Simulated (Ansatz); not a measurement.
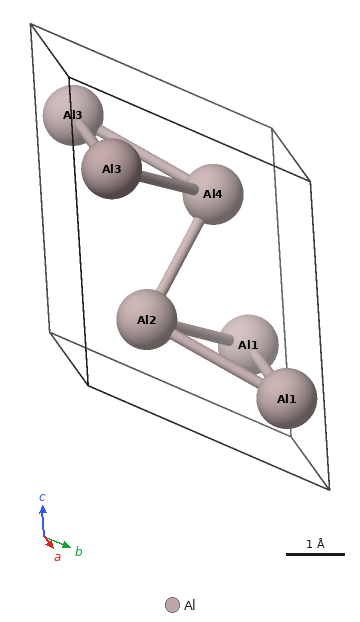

Figure 1. The structure as given in the input (ball-and-stick view of the cell of the calculation, seen at an oblique angle; atoms are numbered from 1 in the order of the input). An atom can appear more than once, as a periodic image.

**What a change does: single-point calculation on Al**

System: Al (P2₁/m, 4 atoms in the cell).
Method of run 1: DFT PBEsol, scalar-relativistic, plane waves, PAW, no spin polarisation (Ansatz 0.2.0).

The structure derives from a Materials Project entry. Text and figures count atoms from 1; the logs count them from 0 in places.

## The input, run 1
```yaml
crystal:
  lattice:
    - [-2.8500701807, 0.0, 0.0]
    - [0.0, 4.9364663581, 0.0]
    - [1.4250350903, -2.4682331791, -4.6373162797]
  atoms:
    - { symbol: Al, position: [0.0505695401, 0.8346391128, 0.25] }
    - { symbol: Al, position: [0.5505695401, 0.3346391128, 0.25] }
    - { symbol: Al, position: [0.9494304599, 0.1653608872, 0.75] }
    - { symbol: Al, position: [0.4494304599, 0.6653608872, 0.75] }
basis:
  ecutwfc: 420
kpoints:
  mp_grid: { grid: [22, 22, 22] }
hamiltonian:
  xc: pbesol
scf:
  occupations: { method: gaussian, width: 0.15 }
output:
  forces: true
  stress: true
  eigenvalues: true
```

Launched with:
```bash
ansatz run input.yaml --threads 2 --pin off --max-ram 5120MiB --backend cpu --events-out ev --progress --plain --runs-dir out
```

Hardware: 2 threads of AMD EPYC (Zen 3), 189 GiB of memory available, shared host.

## Output, shortened to warnings, some set-up lines, iterations and results (run 1)
```
Basis set: ecut = 420 eV, 1263 PW (Γ), exchange–correlation on 40×72×80 points (8 copies of the dense FFT grid, shifted against one another)
Symmetry: 8 space group operations
k-points: 2796 of 10648
Initial density: superposition of atomic densities (neutral atoms: chi_scale 0, normalization atom), corrected by the library's trained network
[...]
SCF iter   1: F=—  HF=-2097.594621 eV  |F-HF|=—  |Δ(HF+E_count)|=         —  Δρ=1.57e-3  dr2=1.32e-3  ethr=1.77e-3  ⟨swp⟩=7.2  Hψ=513877  notcnv=0  defer=406
SCF iter   2: F=—  HF=-2097.594469 eV  |F-HF|=—  |Δ(HF+E_count)|=   1.52e-4  Δρ=9.90e-4  dr2=5.52e-4  ethr=1.10e-5  ⟨swp⟩=1.3  Hψ=63555  notcnv=0  defer=410
SCF iter   3: F=—  HF=-2097.594377 eV  |F-HF|=—  |Δ(HF+E_count)|=   9.17e-5  Δρ=1.10e-4  dr2=8.60e-6  ethr=4.60e-6  ⟨swp⟩=1.9  Hψ=45437  notcnv=0  defer=410
SCF iter   4: F=—  HF=-2097.594434 eV  |F-HF|=—  |Δ(HF+E_count)|=   5.68e-5  Δρ=2.05e-5  dr2=2.84e-7  ethr=7.17e-8  ⟨swp⟩=2.0  Hψ=47667  notcnv=0  defer=410
SCF iter   5: F=-2097.594434 eV  HF=-2097.594434 eV  |F-HF|=8.39e-10  |Δ(HF+E_count)|=   9.43e-8  Δρ=1.82e-6  dr2=2.46e-9  ethr=2.37e-9  ⟨swp⟩=2.3  Hψ=50450  notcnv=0  …
SCF iter   6: F=-2097.594434 eV  HF=-2097.594434 eV  |F-HF|=1.18e-10  |Δ(HF+E_count)|=  5.41e-10  Δρ=5.70e-7  dr2=2.61e-10  ethr=2.05e-11  ⟨swp⟩=5.3  Hψ=172546  notcnv=0
SCF 1 converged in 6 iterations: F = -2097.594434 eV  dr2 = 2.61e-10
SCF converged after 6 iterations
Free energy (F): -2097.594434 eV
Harris-Foulkes:  -2097.594434 eV  (|F-HF|=1.18e-10)
Internal energy: -2097.575800 eV  (E = F + TS)
E sigma→0 (E₀):  -2097.585117 eV
Entropy (-TS):   -0.018634 eV (-4.658 meV/atom)
Fermi energy:    7.935039 eV
--- Per-component energies (eV) ---
  E_band       = 42.445432
  E_kinetic    = 92.501979
  E_local      = 37.956654  (includes V_loc(G=0)·N_el)
  E_nonlocal   = 42.858295
  E_hartree    = 0.559781
  E_xc         = -158.087841
  E_vxc        = -117.162960  (∫ρ·V_xc dr)
  E_paw        = -1819.222252  (= ΣΔE_a)
  E_vpaw       = -14.828097  (= ΣTr[D̂ρ^β])
  E_aug_tail   = -0.000010  (compensation charges beyond the density's cutoff)
  E_ewald      = -294.218961
  E_core_change = 0.076556  (= ΣΔE_core)
  E_smearing   = -0.018634  (= −TS)
  E_closure    = 0.000000  (closes the sum)
  Σ components = -2097.594434   (vs F -2097.594434, Δ=0.00e0)
--- Forces (eV/Å), atoms counted from 1 ---
  atom   1  Al    -0.77275109    -0.34916204     0.00000000
  atom   2  Al    -0.77275109    -0.34916204     0.00000000
  atom   3  Al     0.77275109     0.34916204    -0.00000000
  atom   4  Al     0.77275109     0.34916204    -0.00000000
  max |Σ_I F_I| component: 2.22e-16 eV/Å
--- Stress (GPa, compression-positive) ---
        1.014819       0.499495       0.000000
        0.499495      -0.279273       0.000000
        0.000000       0.000000      10.542505
  P = ⅓ Tr σ = 3.7594 GPa (37.594 kbar)
```

For run 2 the input was changed thus:
```diff
-    - { symbol: Al, position: [0.0505695401, 0.8346391128, 0.25] }
-    - { symbol: Al, position: [0.5505695401, 0.3346391128, 0.25] }
-    - { symbol: Al, position: [0.9494304599, 0.1653608872, 0.75] }
-    - { symbol: Al, position: [0.4494304599, 0.6653608872, 0.75] }
+    - { symbol: Al, position: [0.08778477, 0.8131528897, 0.25] }
+    - { symbol: Al, position: [0.58778477, 0.3131528897, 0.25] }
+    - { symbol: Al, position: [0.91221523, 0.1868471103, 0.75] }
+    - { symbol: Al, position: [0.41221523, 0.6868471103, 0.75] }
```

Predict how the results change.

With the same functional and potentials, run 2 lies 90.4 meV per atom lower. The pressure goes from 3.76 to 0.92 GPa. The largest force goes from 0.848 to 0.404 eV/Å. The number of SCF iterations is the same.

## Output, shortened to warnings, some set-up lines, iterations and results (run 2)
```
Basis set: ecut = 420 eV, 1263 PW (Γ), exchange–correlation on 40×72×80 points (8 copies of the dense FFT grid, shifted against one another)
Symmetry: 8 space group operations
k-points: 2796 of 10648
Initial density: superposition of atomic densities (neutral atoms: chi_scale 0, normalization atom), corrected by the library's trained network
[...]
SCF iter   1: F=—  HF=-2097.956757 eV  |F-HF|=—  |Δ(HF+E_count)|=         —  Δρ=1.72e-3  dr2=2.11e-3  ethr=1.77e-3  ⟨swp⟩=7.1  Hψ=515203  notcnv=0  defer=424
SCF iter   2: F=—  HF=-2097.956357 eV  |F-HF|=—  |Δ(HF+E_count)|=   4.00e-4  Δρ=1.07e-3  dr2=8.54e-4  ethr=1.76e-5  ⟨swp⟩=1.1  Hψ=61917  notcnv=0  defer=430
SCF iter   3: F=—  HF=-2097.956103 eV  |F-HF|=—  |Δ(HF+E_count)|=   2.54e-4  Δρ=6.89e-5  dr2=2.49e-6  ethr=7.11e-6  ⟨swp⟩=2.0  Hψ=49737  notcnv=0  defer=430
SCF iter   4: F=—  HF=-2097.956119 eV  |F-HF|=—  |Δ(HF+E_count)|=   1.64e-5  Δρ=7.71e-6  dr2=1.33e-8  ethr=2.07e-8  ⟨swp⟩=2.1  Hψ=50035  notcnv=0  defer=430
SCF iter   5: F=-2097.956119 eV  HF=-2097.956119 eV  |F-HF|=2.96e-10  |Δ(HF+E_count)|=   1.46e-8  Δρ=1.24e-6  dr2=1.02e-9  ethr=1.11e-10  ⟨swp⟩=2.1  Hψ=50716  notcnv=0  …
SCF iter   6: F=-2097.956119 eV  HF=-2097.956119 eV  |F-HF|=4.55e-13  |Δ(HF+E_count)|=  2.21e-10  Δρ=7.91e-8  dr2=3.12e-12  ethr=8.52e-12  ⟨swp⟩=4.5  Hψ=175574  notcnv=0
SCF 1 converged in 6 iterations: F = -2097.956119 eV  dr2 = 3.12e-12
SCF converged after 6 iterations
Free energy (F): -2097.956119 eV
Harris-Foulkes:  -2097.956119 eV  (|F-HF|=4.55e-13)
Internal energy: -2097.938001 eV  (E = F + TS)
E sigma→0 (E₀):  -2097.947060 eV
Entropy (-TS):   -0.018118 eV (-4.530 meV/atom)
Fermi energy:    7.982262 eV
--- Per-component energies (eV) ---
  E_band       = 42.668453
  E_kinetic    = 92.029760
  E_local      = 39.299933  (includes V_loc(G=0)·N_el)
  E_nonlocal   = 42.069690
  E_hartree    = 0.435720
  E_xc         = -157.944913
  E_vxc        = -117.020328  (∫ρ·V_xc dr)
  E_paw        = -1818.959663  (= ΣΔE_a)
  E_vpaw       = -14.582032  (= ΣTr[D̂ρ^β])
  E_aug_tail   = -0.000010  (compensation charges beyond the density's cutoff)
  E_ewald      = -294.945073
  E_core_change = 0.076556  (= ΣΔE_core)
  E_smearing   = -0.018118  (= −TS)
  E_closure    = 0.000000  (closes the sum)
  Σ components = -2097.956119   (vs F -2097.956119, Δ=0.00e0)
--- Forces (eV/Å), atoms counted from 1 ---
  atom   1  Al    -0.33701131    -0.22238805     0.00000000
  atom   2  Al    -0.33701131    -0.22238805     0.00000000
  atom   3  Al     0.33701131     0.22238805    -0.00000000
  atom   4  Al     0.33701131     0.22238805    -0.00000000
  max |Σ_I F_I| component: 1.11e-16 eV/Å
--- Stress (GPa, compression-positive) ---
        0.223695       0.325436       0.000000
        0.325436      -0.474320       0.000000
        0.000000       0.000000       3.016041
  P = ⅓ Tr σ = 0.9218 GPa (9.218 kbar)
```

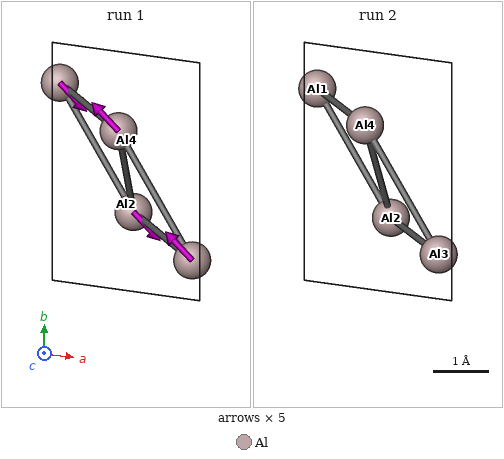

Figure 2. The two input geometries at one scale (ball-and-stick view of the cell of the calculation, along the c axis). The pink arrows on the first give the shifts of the atoms relative to the cell, with their mean removed, magnified 5 times. The largest moves, 0.15 Å, are those of Al1, Al2, Al3 and Al4. (The mean shift of all atoms is removed.) The cell doesn't change. Among the contacts that change: Al1–Al3 3.137 → 2.979 Å.

## The two runs side by side

| quantity | run 1 | run 2 |
| --- | --- | --- |
| outcome | converged | converged |
| free energy per atom (eV) | −524.3986 | −524.4890 |
| energy per atom, smearing taken to zero (eV) | −524.3963 | −524.4868 |
| gap on the mesh (eV) | 0.00 | 0.00 |
| pressure (GPa) | 3.76 | 0.92 |
| largest force (eV/Å) | 0.848 | 0.404 |
| SCF iterations | 6 | 6 |
| irreducible k-points | 2796 | 2796 |
| plane waves at Γ | 1263 | 1263 |
| wall time (shared host) | 2.3 min | 2.5 min |
